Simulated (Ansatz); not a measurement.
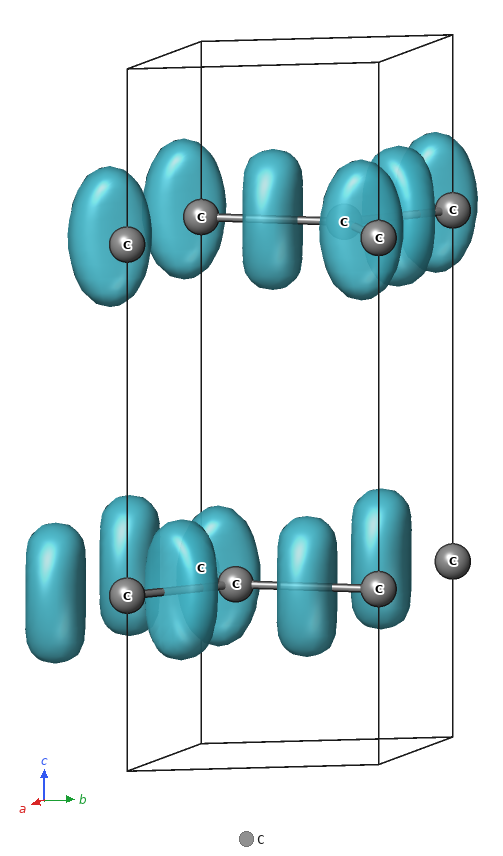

*C. Isosurface of the electron localisation function at 0.8 (cyan), seen slightly off an axis. Only the valence region is drawn (cores and ρ < 0.01 e/Å³ removed). Sticks mark near contacts.*

Space group P6₃/mmc.

Computed with Ansatz, DFT PBE+D3(BJ), scalar-relativistic, plane waves, PAW.

```
C
1.0
     2.46498    0.00000    0.00000
    -1.23249    2.13474    0.00000
     0.00000    0.00000    6.73843
C
4
Cartesian
  0.0000 0.0000 5.0538
  0.0000 0.0000 1.6846
  0.0000 1.4232 5.0538
  1.2325 0.7116 1.6846
```

Question: Identify the bonds, lone pairs and shells in this picture.

Answer: The surface consists of six regions between bonded C–C atoms, counted in one cell of 4 atoms. Any copies at cell faces, edges or corners count once.

Values along the shortest contacts:
C–C (1.42 Å): the ELF peaks at about 0.95 between the atoms.
